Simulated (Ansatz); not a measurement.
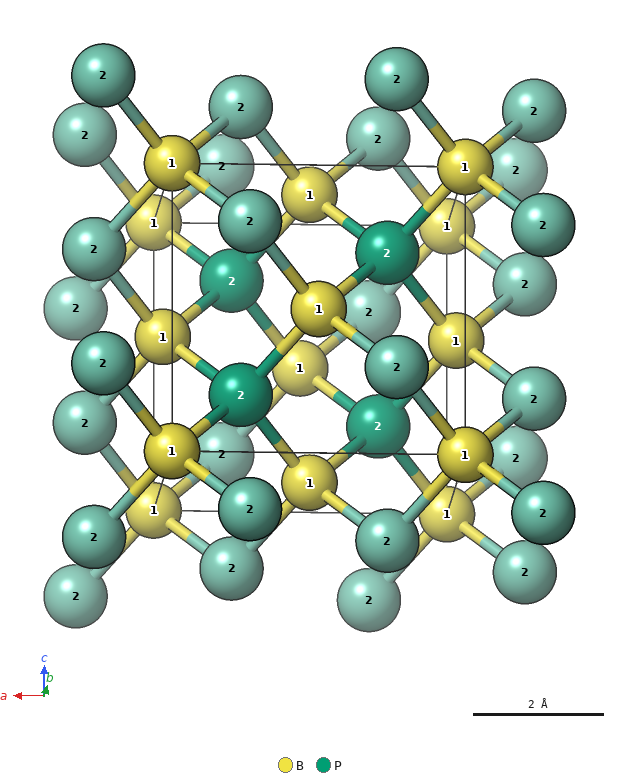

Fig. 1: The structure (ball-and-stick view of the cell 4 times as large as that of the calculation, set on its symmetry axes, seen at an oblique angle; neighbours outside the cell are drawn fainter; atoms are numbered from 1 in the order of the input). An atom can appear more than once, as a periodic image.

Single-point calculation of BP

The run: single-point calculation of BP (F-43m, 2 atoms in the cell). Method and program: DFT r2SCAN, scalar-relativistic, plane waves, PAW, no spin polarisation (Ansatz 0.2.0).

The structure derives from an entry of the Crystallography Open Database. Figures and captions count atoms from 1; the log counts them from 0 in places.

The program's output
```
Engine: ansatz 0.2.0, x86_64-unknown-linux-gnu
Pseudopotentials: kind: paw
Pseudopotential: B, paw, valence charge 3, recommended cutoff 500 eV (meta_gga), B.paw.azcp
Pseudopotential: P, paw, valence charge 5, recommended cutoff 500 eV (meta_gga), P.paw.azcp
Functional definition: r2SCAN
  parameter k0 = 0.174
  parameter k1 = 0.065
  parameter a1 = 4.9479
  exchange = r2scan_x(k0 = k0, k1 = k1, a1 = a1)
  correlation = r2scan_c
Crystal: 2 atoms, lattice volume = 23.363 Å³
Basis set: ecut = 500 eV, 609 PW (Γ), exchange–correlation on 96×96×96 points (64 copies of the dense FFT grid, shifted against one another)
Bands: 8, of which v1, the nominal top of the filled ones, is band 4 counted from 1 (3 counted from 0)
Symmetry: 24 space group operations
Space group: F-43m (ITA 216), of the structure as read, at distance tolerance 2.9e-5 Å
k-points: 72 of 1728 (time reversal used)
Non-local potential: B, projectors of the file, l = 0: 2, l = 1: 2, l = 2: 1
Non-local potential: P, projectors of the file, l = 0: 2, l = 1: 2, l = 2: 2
PAW form: soft (Blöchl's): semilocal exchange-correlation on the pseudo side does not see the compensation charge
PAW frozen core: B, regenerated for the run's functional (the file was generated under x = pbe(κ = 0.804, μ = 0.2195149727645171), c = pbe(β = 0.06672455060314922))
PAW frozen core: P, regenerated for the run's functional (the file was generated under x = pbe(κ = 0.804, μ = 0.2195149727645171), c = pbe(β = 0.06672455060314922))
PAW one-centre angular grid: B, 302 points (default); XC on 160 Gauss nodes
PAW one-centre angular grid: P, 302 points (default); XC on 160 Gauss nodes
Initial density: superposition of atomic densities (neutral atoms: chi_scale 0, normalization atom), corrected by the library's trained network
Initial wavefunctions: pseudopotential atomic-orbital guess
Functional: x = r2scan, c = r2scan; τ floored in thin density (d = 2e-4 eV/Å³)
SCF iter   1: F=—  HF=-916.651440 eV  |F-HF|=—  |Δ(HF+E_count)|=         —  Δρ=4.39e-3  dr2=2.29e-3  dr2_τ=1.31e-1  ethr=1.77e-3  ⟨swp⟩=6.2  Hψ=5464  notcnv=0
preconditioner: auto → none  [insulator: Δε(μ)=1.366 eV  Ē_g=13.602 eV  σ=0.050 eV  W_gap=1.00  n_scr=0 (ndim 8)  ℏωp=21.7 eV  f_vac=0.000  D(μ)=0.00/eV (n_scr^D=0)  ε∞_Penn≈3.6]
SCF iter   2: F=—  HF=-916.687291 eV  |F-HF|=—  |Δ(HF+E_count)|=   3.59e-2  Δρ=2.93e-3  dr2=9.34e-4  dr2_τ=3.90e-5  ethr=2.86e-5  ⟨swp⟩=2.2  Hψ=1748  notcnv=0
SCF iter   3: F=—  HF=-916.687435 eV  |F-HF|=—  |Δ(HF+E_count)|=   1.43e-4  Δρ=9.34e-4  dr2=2.32e-4  dr2_τ=1.59e-5  ethr=1.17e-5  ⟨swp⟩=2.2  Hψ=872  notcnv=0
SCF iter   4: F=—  HF=-916.687374 eV  |F-HF|=—  |Δ(HF+E_count)|=   6.12e-5  Δρ=2.76e-4  dr2=9.68e-6  dr2_τ=6.39e-7  ethr=2.90e-6  ⟨swp⟩=2.3  Hψ=850  notcnv=0
SCF iter   5: F=—  HF=-916.687374 eV  |F-HF|=—  |Δ(HF+E_count)|=   6.24e-7  Δρ=4.48e-5  dr2=2.02e-7  dr2_τ=2.39e-8  ethr=1.21e-7  ⟨swp⟩=2.1  Hψ=853  notcnv=0
SCF iter   6: F=-916.687374 eV  HF=-916.687374 eV  |F-HF|=5.27e-9  |Δ(HF+E_count)|=   5.31e-8  Δρ=7.82e-6  dr2=6.14e-9  dr2_τ=4.61e-10  ethr=1.25e-9  ⟨swp⟩=9.8  Hψ=4082  notcnv=0
SCF 1 converged in 6 iterations: F = -916.687374 eV  dr2 = 6.14e-9
  greatest PAW one-centre occupation: 0.773 electrons in one spin orbital (limit 2), on the P atom at site 1 (counted from 0), in its partial waves of l = 0
SCF converged after 6 iterations
Free energy (F): -916.687374 eV
Harris-Foulkes:  -916.687374 eV  (|F-HF|=5.27e-9)
Internal energy: -916.687374 eV  (E = F + TS)
E sigma→0 (E₀):  -916.687374 eV
Fermi energy:    9.939562 eV
--- Per-component energies (eV) ---
  E_band       = 19.079215
  E_kinetic    = 121.437732
  E_local      = -66.814712  (includes V_loc(G=0)·N_el)
  E_nonlocal   = 44.157471
  E_hartree    = 17.047607
  E_xc         = -91.084411
  E_vxc        = -108.110229  (∫ρ·V_xc dr)
  E_paw        = -655.830258  (= ΣΔE_a)
  E_vpaw       = -10.618896  (= ΣTr[D̂ρ^β])
  E_aug_tail   = -0.000001  (compensation charges beyond the density's cutoff)
  E_vtau       = 4.932686  (kinetic-family band-sum trace: ∫τ·v_τ [+ j·A + Jᵃ·Aᵃ] dr)
  E_ewald      = -285.491518
  E_core_change = -0.109284  (= ΣΔE_core)
  E_smearing   = -0.000000  (= −TS)
  E_closure    = -0.000000  (closes the sum)
  Σ components = -916.687374   (vs F -916.687374, Δ=0.00e0)
--- Forces (eV/Å), atoms counted from 1 ---
  atom   1  B     -0.00000000    -0.00000000     0.00000000
  atom   2  P      0.00000000     0.00000000    -0.00000000
  max |Σ_I F_I| component: 2.41e-16 eV/Å
--- Stress (GPa, compression-positive) ---
       -0.166097       0.000000      -0.000000
       -0.000000      -0.166097       0.000000
       -0.000000       0.000000      -0.166097
  P = ⅓ Tr σ = -0.1661 GPa (-1.661 kbar)
--- Band table (eV; the first three rows and the last of 72) ---
  k-point 0: bands = ["-7.0425", "9.2342", "9.2342", "9.2342", "12.8344", "12.8344", "12.8344", "17.2140"]
  k-point 1: bands = ["-6.9109", "8.2181", "9.0066", "9.0066", "13.1493", "13.1493", "13.2325", "17.5957"]
  k-point 2: bands = ["-6.5195", "6.2401", "8.5265", "8.5265", "13.5535", "13.7977", "13.7977", "18.5700"]
  k-point 71: bands = ["-1.5966", "0.6072", "3.2962", "3.4986", "14.9778", "16.3973", "17.0164", "17.1121"]
```

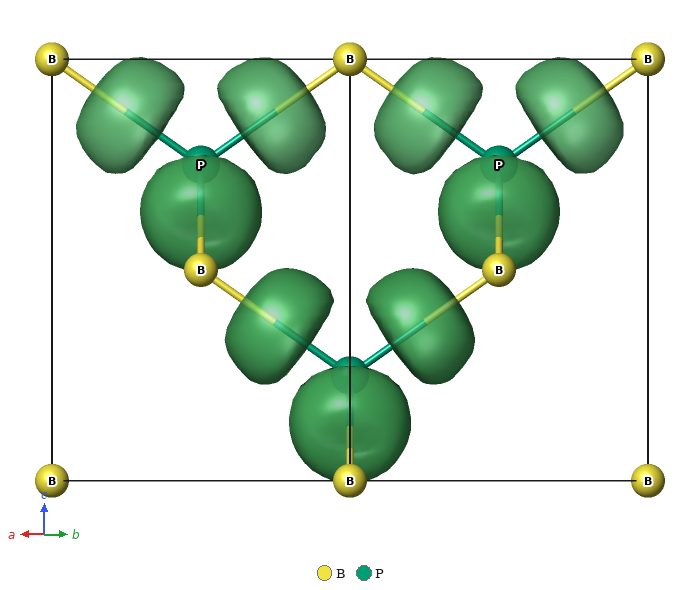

Fig. 2: Isosurface of the electron localisation function at 0.75 (green), seen along [110]. Only the valence region is drawn (cores and ρ < 0.01 e/Å³ removed). Sticks mark near contacts. The outline is the cell set on symmetry axes. The ELF exceeds this value in 16 regions between bonded B–P atoms (shared pairs), counted in one cell of 8 atoms. Profiles from the grid: B–P (1.97 Å): the ELF peaks at about 0.95 between the atoms (a covalent bond). Core electrons are frozen (PAW), so the fields are smoothed inside the atomic spheres.

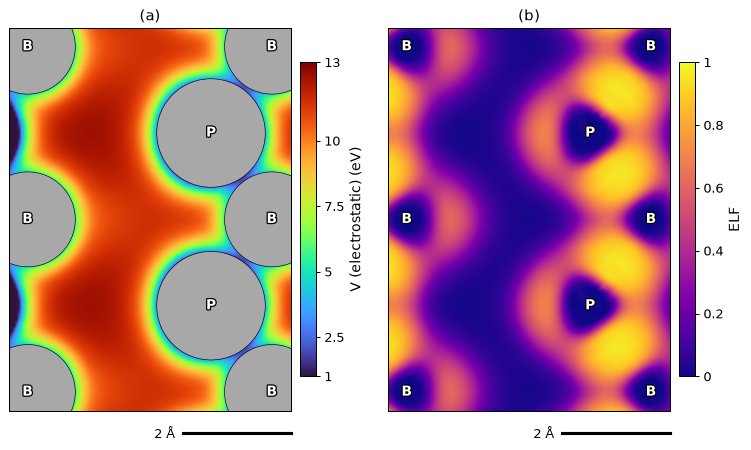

Fig. 3: (a) electrostatic potential (local pseudopotential plus Hartree) felt by an electron; (b) electron localisation function on the (110) plane of the conventional cell. Grey discs, where drawn, cover atomic cores. The section cuts through B and P sites. Outside the cores the potential energy rises away from the atoms and is highest about 1.9 Å from the nearest atoms; outside the discs it spans about 11 eV, and its zero is arbitrary.

The run was set up as follows.

The input
```yaml
crystal:
  lattice:
    - [0.0, 2.269, 2.269]
    - [2.269, 0.0, 2.269]
    - [2.269, 2.269, 0.0]
  atoms:
    - { symbol: B, position: [0.0, 0.0, 0.0] }
    - { symbol: P, position: [0.75, 0.75, 0.75] }
basis:
  ecutwfc: 500
kpoints:
  mp_grid: { grid: [12, 12, 12] }
hamiltonian:
  xc: r2scan
scf:
  occupations: { method: gaussian, width: 0.05 }
output:
  forces: true
  stress: true
  eigenvalues: true
  write_density: true
  write_potential: true
  elf: true
  volumetric_format: npy
```

Launched with:
```bash
ansatz run input.yaml --threads 1 --pin off --max-ram 2560MiB --backend cpu --events-out ev --progress --plain --runs-dir out
```

Summary

| quantity | value |
| --- | --- |
| outcome | converged |
| space group (tolerance 0.01 Å) | F-43m (216) |
| electrons treated | 8 |
| free energy | −916.6874 eV |
| Fermi energy | 9.940 eV |
| gap on the k-point mesh | 1.41 eV |
| pressure | −0.17 GPa |
| largest force (length of the vector) | under 0.001 eV/Å |
| hardware | 1 thread of AMD EPYC (Zen 3), 32 GiB of memory available, shared host |
| wall time | 5.3 s |
| peak memory | 0.4 GiB |
